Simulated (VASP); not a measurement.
**Geometry relaxation, with input and output: Si (part 1 of 3)**

Si (Imma, 2 atoms in the cell), computed with Kohn-Sham DFT of a periodic cell, PBEsol, VASP PAW PBE potentials, recommended, no spin polarisation (VASP 6.6.1).

The structure derives from an entry of the Crystallography Open Database.

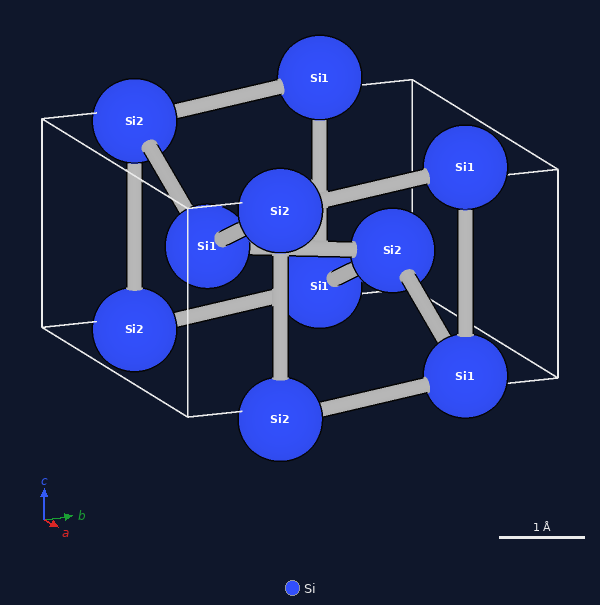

Fig. 1: The structure as given in the input (ball-and-stick view of the cell 2 times as large as that of the calculation, set on its symmetry axes, seen slightly off an axis; atoms are numbered from 1 in the order of the input).

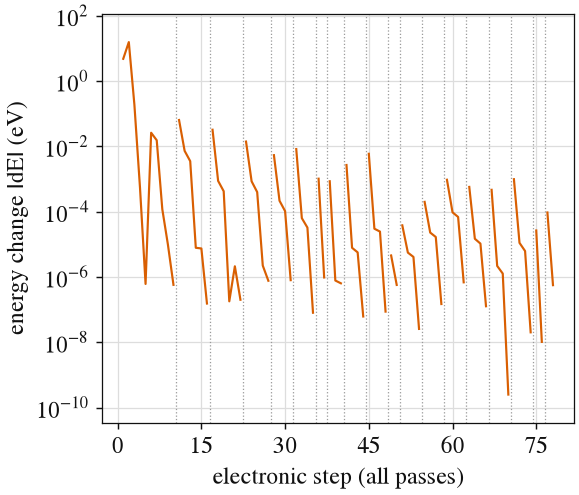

Fig. 2: Convergence of the self-consistent field: energy change |dE| against the electronic step. Each stretch between dotted lines is the SCF of one geometry step of a relaxation. The 19 ionic steps take 2 to 10 electronic steps each. The density is held fixed in the first few steps, and dE rises again when its update begins.

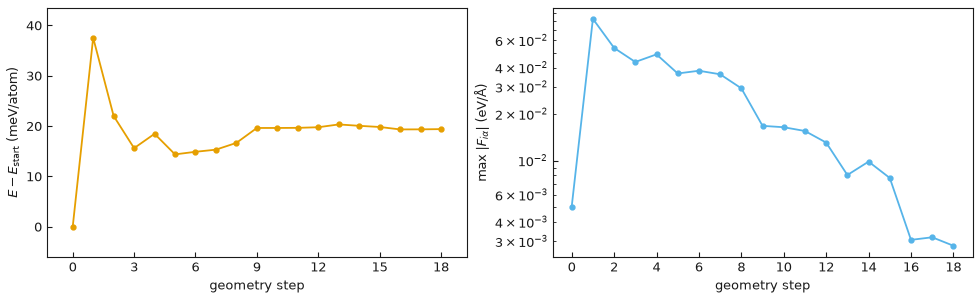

Fig. 3: Progress of the relaxation, step by step (steps are counted from 0).

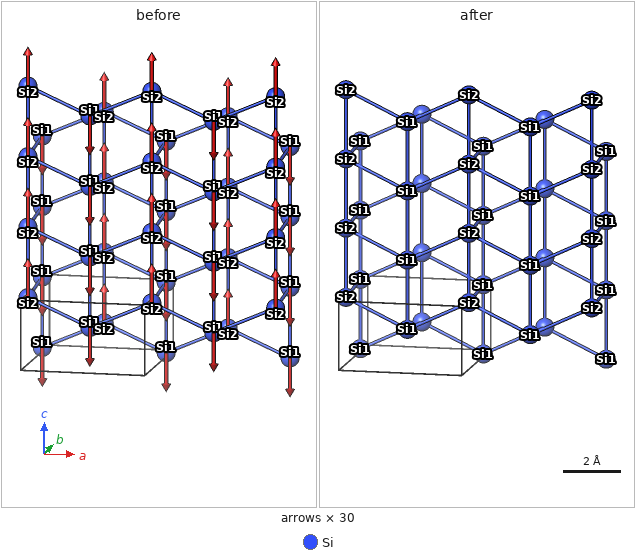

Fig. 4: Before (left) and after (right) the relaxation, at one scale (ball-and-stick view of the cell 2 times as large as that of the calculation, set on its symmetry axes, repeated 2 × 1 × 4, seen slightly off an axis). The red arrows give the displacements (without the part carried along by the change of the cell), magnified 30 times. The largest moves relative to the cell, 0.048 Å, are those of Si1 and Si2. The drawn cell changes as follows: a 4.502 → 4.467 Å (−0.8 %), b 4.737 → 4.767 Å (+0.6 %), c 2.550 → 2.505 Å (−1.8 %); the volume changes by −1.9 %. Among the contacts that change: Si1–Si1 2.550 → 2.505 Å, Si1–Si2 2.457 → 2.474 Å. Among the angles that change: Si2–Si1–Si2 166.0° → 170.9°, Si2–Si1–Si2 132.8° → 129.1°, Si1–Si1–Si2 83.0° → 85.5°. The space group stays Imma (No. 74). The energy rises by 19.4 meV per atom in 18 geometry steps. Largest force component: 0.005 eV/Å at the start, 0.0028 eV/Å at the end. (Atoms are counted from 1 in the order of the input.)

These pictures come from the run below.

INCAR:
```
PREC = Accurate
ENCUT = 600
EDIFF = 1E-6
ISMEAR = 0
SIGMA = 0.03
LREAL = F
LASPH = T
NELM = 80
ALGO = Normal
ISIF = 3
LWAVE = F
LCHARG = F
GGA = PS
IBRION = 2
NSW = 90
EDIFFG = -0.01
PSTRESS = 158.0
```

KPOINTS:
```
Automatic mesh
0
Gamma
  12 12 12
```

POSCAR:
```
Si
1.0
   -2.2510000000      2.3685000000      1.2750000000
    2.2510000000     -2.3685000000      1.2750000000
    2.2510000000      2.3685000000     -1.2750000000
Si
2
Direct
    0.8070000000      0.0570000000      0.7500000000
    0.1930000000      0.9430000000      0.2500000000
```

Run as:
```bash
cat potpaw_PBE.64/Si/POTCAR > POTCAR
mpirun -np 1 vasp_std > vasp.out
```

OSZICAR:
```
N       E                     dE             d eps       ncg     rms          rms(c)
DAV:   1     0.482327984381E+01    0.48233E+01   -0.38439E+03  4480   0.946E+02
DAV:   2    -0.108688491068E+02   -0.15692E+02   -0.15161E+02  6520   0.820E+01
DAV:   3    -0.110569371324E+02   -0.18809E+00   -0.18259E+00  6312   0.105E+01
DAV:   4    -0.110574896177E+02   -0.55249E-03   -0.55210E-03  6936   0.527E-01
DAV:   5    -0.110574902282E+02   -0.61056E-06   -0.61072E-06  6376   0.121E-02    0.506E+00
DAV:   6    -0.110313040425E+02    0.26186E-01   -0.52095E-03  6480   0.456E-01    0.290E+00
DAV:   7    -0.110158879819E+02    0.15416E-01   -0.10195E-02  5848   0.673E-01    0.198E-01
DAV:   8    -0.110157693404E+02    0.11864E-03   -0.58432E-04  6088   0.177E-01    0.416E-02
DAV:   9    -0.110157594139E+02    0.99265E-05   -0.18035E-05  6968   0.349E-02    0.188E-02
DAV:  10    -0.110157588410E+02    0.57298E-06   -0.20074E-06  5056   0.978E-03
   1 F= -.83343344E+01 E0= -.83341497E+01  d E =-.833433E+01
       N       E                     dE             d eps       ncg     rms          rms(c)
DAV:   1    -0.109514549743E+02    0.64304E-01   -0.62089E-01  6512   0.481E+00    0.606E-01
DAV:   2    -0.109441662522E+02    0.72887E-02   -0.14954E-02  5560   0.102E+00    0.370E-01
DAV:   3    -0.109406356694E+02    0.35306E-02   -0.88442E-03  6432   0.549E-01    0.510E-02
DAV:   4    -0.109406435043E+02   -0.78349E-05   -0.27723E-04  5680   0.146E-01    0.452E-02
DAV:   5    -0.109406360382E+02    0.74661E-05   -0.83781E-06  6760   0.197E-02    0.143E-02
DAV:   6    -0.109406361916E+02   -0.15337E-06   -0.60070E-07  3568   0.533E-03
   2 F= -.83406532E+01 E0= -.83405903E+01  d E =-.631877E-02
       N       E                     dE             d eps       ncg     rms          rms(c)
DAV:   1    -0.109729982055E+02   -0.32362E-01   -0.72431E-02  6584   0.163E+00    0.208E-01
DAV:   2    -0.109721213687E+02    0.87684E-03   -0.17618E-03  5600   0.350E-01    0.129E-01
DAV:   3    -0.109716987464E+02    0.42262E-03   -0.10368E-03  6424   0.188E-01    0.160E-02
DAV:   4    -0.109716989257E+02   -0.17925E-06   -0.32742E-05  5728   0.502E-02    0.144E-02
DAV:   5    -0.109716968038E+02    0.21219E-05   -0.99107E-07  4824   0.682E-03    0.441E-03
DAV:   6    -0.109716966036E+02    0.20019E-06   -0.81796E-08  2952   0.219E-03
   3 F= -.83439540E+01 E0= -.83438557E+01  d E =-.961963E-02
       N       E                     dE             d eps       ncg     rms          rms(c)
DAV:   1    -0.109857512727E+02   -0.14054E-01   -0.76241E-02  6624   0.168E+00    0.184E-01
DAV:   2    -0.109848996635E+02    0.85161E-03   -0.17474E-03  5784   0.342E-01    0.104E-01
DAV:   3    -0.109845013634E+02    0.39830E-03   -0.10244E-03  6664   0.186E-01    0.109E-02
DAV:   4    -0.109845035959E+02   -0.22325E-05   -0.36053E-05  5320   0.523E-02    0.947E-03
DAV:   5    -0.109845028313E+02    0.76462E-06   -0.41061E-07  4608   0.469E-03
   4 F= -.83439024E+01 E0= -.83437912E+01  d E =0.516243E-04
       N       E                     dE             d eps       ncg     rms          rms(c)
DAV:   1    -0.109791207888E+02    0.53828E-02   -0.20037E-02  6608   0.864E-01    0.938E-02
DAV:   2    -0.109789043611E+02    0.21643E-03   -0.45360E-04  5776   0.175E-01    0.536E-02
DAV:   3    -0.109788005478E+02    0.10381E-03   -0.27570E-04  6704   0.962E-02    0.554E-03
DAV:   4    -0.109788013458E+02   -0.79795E-06   -0.96790E-06  5320   0.271E-02
   5 F= -.83447701E+01 E0= -.83447021E+01  d E =-.816055E-03
       N       E                     dE             d eps       ncg     rms          rms(c)
DAV:   1    -0.109870697386E+02   -0.82692E-02   -0.70166E-03  6048   0.539E-01    0.634E-02
DAV:   2    -0.109870063906E+02    0.63348E-04   -0.17506E-04  6136   0.112E-01    0.354E-02
DAV:   3    -0.109869738338E+02    0.32557E-04   -0.77632E-05  6072   0.519E-02    0.486E-03
DAV:   4    -0.109869737536E+02    0.80175E-07   -0.27207E-06  5240   0.144E-02
   6 F= -.83449719E+01 E0= -.83449030E+01  d E =-.201847E-03
       N       E                     dE             d eps       ncg     rms          rms(c)
DAV:   1    -0.109859493279E+02    0.10245E-02   -0.11549E-04  6008   0.693E-02    0.883E-03
DAV:   2    -0.109859483630E+02    0.96494E-06   -0.28856E-06  5904   0.143E-02
   7 F= -.83449767E+01 E0= -.83449082E+01  d E =-.206594E-03
       N       E                     dE             d eps       ncg     rms          rms(c)
DAV:   1    -0.109850948002E+02    0.85453E-03   -0.22745E-03  4480   0.359E-01    0.119E-02
DAV:   2    -0.109850955780E+02   -0.77782E-06   -0.24427E-05  7936   0.464E-02    0.680E-03
DAV:   3    -0.109850949392E+02    0.63882E-06   -0.10622E-06  4464   0.636E-03
   8 F= -.83451850E+01 E0= -.83451208E+01  d E =-.208373E-03
       N       E                     dE             d eps       ncg     rms          rms(c)
DAV:   1    -0.109824047001E+02    0.26909E-02   -0.20543E-02  4480   0.108E+00    0.357E-02
DAV:   2    -0.109824125157E+02   -0.78156E-05   -0.21921E-04  7936   0.139E-01    0.205E-02
DAV:   3    -0.109824068527E+02    0.56630E-05   -0.89786E-06  5360   0.185E-02    0.396E-03
DAV:   4    -0.109824069143E+02   -0.61522E-07   -0.24701E-07  4296   0.429E-03
   9 F= -.83456832E+01 E0= -.83456138E+01  d E =-.706513E-03
       N       E                     dE             d eps       ncg     rms          rms(c)
DAV:   1    -0.109764764774E+02    0.59304E-02   -0.83243E-02  4496   0.217E+00    0.735E-02
DAV:   2    -0.109765065384E+02   -0.30061E-04   -0.89321E-04  7928   0.280E-01    0.421E-02
DAV:   3    -0.109764819936E+02    0.24545E-04   -0.38729E-05  5408   0.383E-02    0.791E-03
DAV:   4    -0.109764820803E+02   -0.86744E-07   -0.10787E-06  5832   0.888E-03
  10 F= -.83461342E+01 E0= -.83460584E+01  d E =-.115749E-02
       N       E                     dE             d eps       ncg     rms          rms(c)
DAV:   1    -0.109764774377E+02    0.45559E-05   -0.38570E-04  4656   0.144E-01    0.680E-03
DAV:   2    -0.109764768674E+02    0.57031E-06   -0.63614E-06  7832   0.228E-02
  11 F= -.83462263E+01 E0= -.83461522E+01  d E =-.921614E-04
       N       E                     dE             d eps       ncg     rms          rms(c)
DAV:   1    -0.109764393450E+02    0.38093E-04   -0.34744E-03  4600   0.431E-01    0.212E-02
DAV:   2    -0.109764337740E+02    0.55710E-05   -0.57982E-05  7832   0.687E-02    0.112E-02
DAV:   3    -0.109764296693E+02    0.41047E-05   -0.10185E-05  5408   0.190E-02    0.186E-03
DAV:   4    -0.109764296949E+02   -0.25605E-07   -0.46612E-07  3376   0.593E-03
  12 F= -.83464723E+01 E0= -.83464032E+01  d E =-.338128E-03
       N       E                     dE             d eps       ncg     rms          rms(c)
DAV:   1    -0.109762300219E+02    0.19965E-03   -0.14160E-02  4616   0.868E-01    0.428E-02
DAV:   2    -0.109762071397E+02    0.22882E-04   -0.24326E-04  7784   0.140E-01    0.224E-02
DAV:   3    -0.109761903875E+02    0.16752E-04   -0.42816E-05  5488   0.389E-02    0.363E-03
DAV:   4    -0.109761905357E+02   -0.14816E-06   -0.20213E-06  5176   0.121E-02
  13 F= -.83468240E+01 E0= -.83467535E+01  d E =-.689813E-03
       N       E                     dE             d eps       ncg     rms          rms(c)
DAV:   1    -0.109752400144E+02    0.95037E-03   -0.57093E-02  4632   0.174E+00    0.869E-02
DAV:   2    -0.109751445257E+02    0.95489E-04   -0.98731E-04  7744   0.283E-01    0.456E-02
DAV:   3    -0.109750756594E+02    0.68866E-04   -0.17974E-04  5472   0.796E-02    0.726E-03
DAV:   4    -0.109750763439E+02   -0.68449E-06   -0.85050E-06  5952   0.248E-02
  14 F= -.83469097E+01 E0= -.83468112E+01  d E =-.775550E-03
       N       E                     dE             d eps       ncg     rms          rms(c)
DAV:   1    -0.109756483436E+02   -0.57268E-03   -0.91229E-03  4608   0.696E-01    0.345E-02
DAV:   2    -0.109756335594E+02    0.14784E-04   -0.15773E-04  7752   0.113E-01    0.181E-02
DAV:   3    -0.109756230495E+02    0.10510E-04   -0.28270E-05  5512   0.316E-02    0.288E-03
DAV:   4    -0.109756231762E+02   -0.12669E-06   -0.13028E-06  4120   0.984E-03
  15 F= -.83469750E+01 E0= -.83468931E+01  d E =-.840856E-03
       N       E                     dE             d eps       ncg     rms          rms(c)
DAV:   1    -0.109760897661E+02   -0.46672E-03   -0.52000E-04  5432   0.157E-01    0.109E-02
DAV:   2    -0.109760875867E+02    0.21794E-05   -0.92468E-06  7096   0.268E-02    0.586E-03
DAV:   3    -0.109760863177E+02    0.12690E-05   -0.31034E-06  5232   0.103E-02    0.568E-04
DAV:   4    -0.109760863179E+02   -0.24932E-09   -0.12290E-07  2728   0.307E-03
  16 F= -.83470300E+01 E0= -.83469516E+01  d E =-.549731E-04
       N       E                     dE             d eps       ncg     rms          rms(c)
DAV:   1    -0.109770753517E+02   -0.98903E-03   -0.26458E-03  5440   0.353E-01    0.247E-02
DAV:   2    -0.109770642723E+02    0.11079E-04   -0.46862E-05  7104   0.602E-02    0.133E-02
DAV:   3    -0.109770580530E+02    0.62193E-05   -0.15869E-05  6112   0.232E-02    0.132E-03
DAV:   4    -0.109770580732E+02   -0.20121E-07   -0.56304E-07  3160   0.655E-03
  17 F= -.83470798E+01 E0= -.83470026E+01  d E =-.104743E-03
       N       E                     dE             d eps       ncg     rms          rms(c)
DAV:   1    -0.109770315113E+02    0.26542E-04   -0.20946E-06  4968   0.101E-02    0.730E-04
DAV:   2    -0.109770315010E+02    0.10265E-07   -0.37567E-08  2480   0.174E-03
  18 F= -.83470798E+01 E0= -.83470027E+01  d E =-.104730E-03
       N       E                     dE             d eps       ncg     rms          rms(c)
DAV:   1    -0.109769369883E+02    0.94523E-04   -0.51397E-05  6040   0.448E-02    0.462E-03
DAV:   2    -0.109769364276E+02    0.56074E-06   -0.14117E-06  4792   0.989E-03
  19 F= -.83470850E+01 E0= -.83470075E+01  d E =-.529095E-05
```

Parts of OUTCAR:
```
PREC = Accurate
   ENCUT = 600
   EDIFF = 1E-6
   ISMEAR = 0
   LREAL = F
   LASPH = T
   NELM = 80
   ISIF = 3
   GGA = PS
   IBRION = 2
   NSW = 90
   EDIFFG = -0.01
   PSTRESS = 158.0

 ion  position               nearest neighbor table
   1  0.807  0.057  0.750-   2 2.39   2 2.39   2 2.46   2 2.46   2 2.74   2 2.74
   2  0.193  0.943  0.250-   1 2.39   1 2.39   1 2.46   1 2.46   1 2.74   1 2.74

  LATTYP: Found a body centered orthorhombic cell.
 ALAT       =     2.5500000000
 B/A-ratio  =     1.7654901961
 C/A-ratio  =     1.8576470588

  Lattice vectors:

 A1 = (   2.2510000000,  -2.3685000000,   1.2750000000)
 A2 = (  -2.2510000000,  -2.3685000000,  -1.2750000000)
 A3 = (   2.2510000000,   2.3685000000,  -1.2750000000)

Analysis of symmetry for initial positions (statically):
=====================================================================
 Subroutine PRICEL returns:
 Original cell was already a primitive cell.

 Routine SETGRP: Setting up the symmetry group for a
 body centered orthorhombic supercell.

 Subroutine GETGRP returns: Found  8 space group operations
 (whereof  4 operations were pure point group operations)
 out of a pool of  8 trial point group operations.

The static configuration has the point symmetry C_2h.
 The point group associated with its full space group is D_2h.

Analysis of symmetry for dynamics (positions and initial velocities):
=====================================================================
 Subroutine PRICEL returns:
 Original cell was already a primitive cell.

 Routine SETGRP: Setting up the symmetry group for a
 body centered orthorhombic supercell.

 Subroutine GETGRP returns: Found  8 space group operations
 (whereof  4 operations were pure point group operations)
 out of a pool of  8 trial point group operations.

The dynamic configuration has the point symmetry C_2h.
 The point group associated with its full space group is D_2h.

 Subroutine INISYM returns: Found  8 space group operations
 (whereof  4 operations are pure point group operations),
 and found     1 'primitive' translations
```
